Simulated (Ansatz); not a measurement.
Given this structure:

```cif
data_structure
_symmetry_space_group_name_H-M 'P 42/m n m'
_symmetry_Int_Tables_number 136
_cell_length_a 4.7684
_cell_length_b 4.7684
_cell_length_c 3.2124
_cell_angle_alpha 90.000
_cell_angle_beta 90.000
_cell_angle_gamma 90.000
_cell_volume 73.04
loop_
_atom_site_label
_atom_site_type_symbol
_atom_site_symmetry_multiplicity
_atom_site_Wyckoff_symbol
_atom_site_fract_x
_atom_site_fract_y
_atom_site_fract_z
_atom_site_occupancy
Sn1 Sn 2 a 0.50000 0.50000 0.50000 1
O1 O 4 f 0.19372 0.80628 0.50000 1
```

What does this file describe?

Answer. The material is SnO2. The structure has P4_2/mnm (No. 136) symmetry and a primitive tetragonal lattice. The arrangement is known as rutile. The cell has 6 atoms, namely 2 Sn, 4 O. Sn is linked to six O in a distorted octahedral arrangement at 2.07 Å. O is linked to three Sn at 2.07 Å. The bonds build a three-dimensional framework.

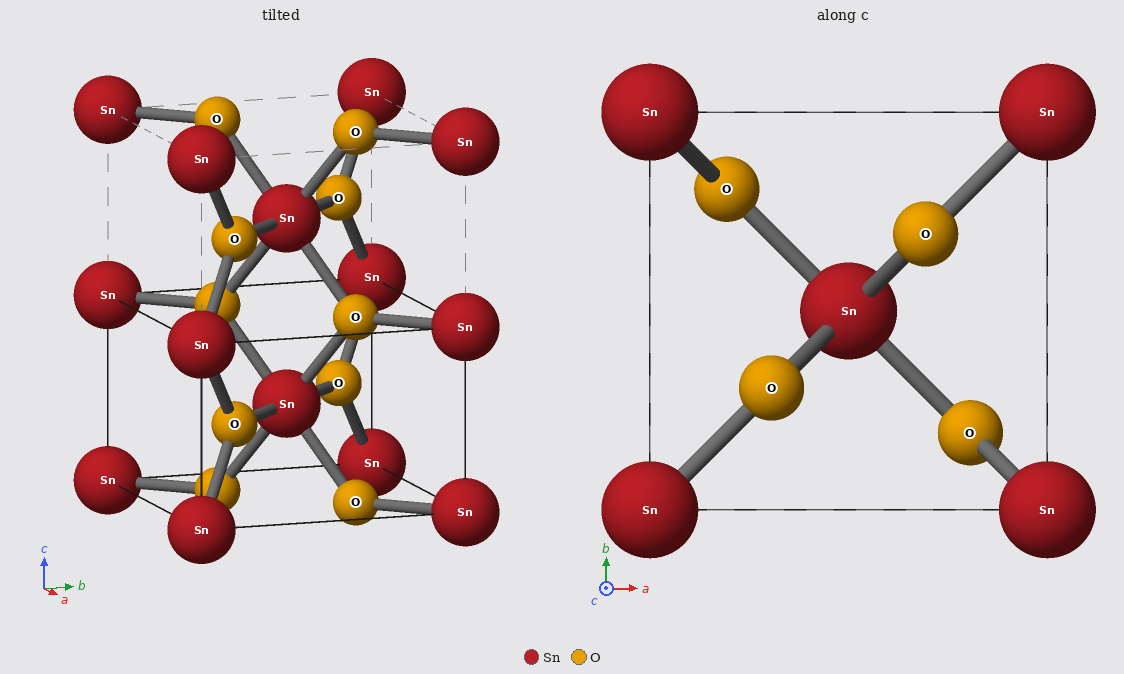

Crystal structure, ball-and-stick style, seen slightly off an axis and along the c axis. Shown are 1×1×2 repeats of the conventional unit cell, one of them outlined in solid lines.

The structure comes from a structure listed in the Materials Project. The atoms were relaxed in a fixed cell with DFT PBEsol, scalar-relativistic, plane waves, PAW in Ansatz.
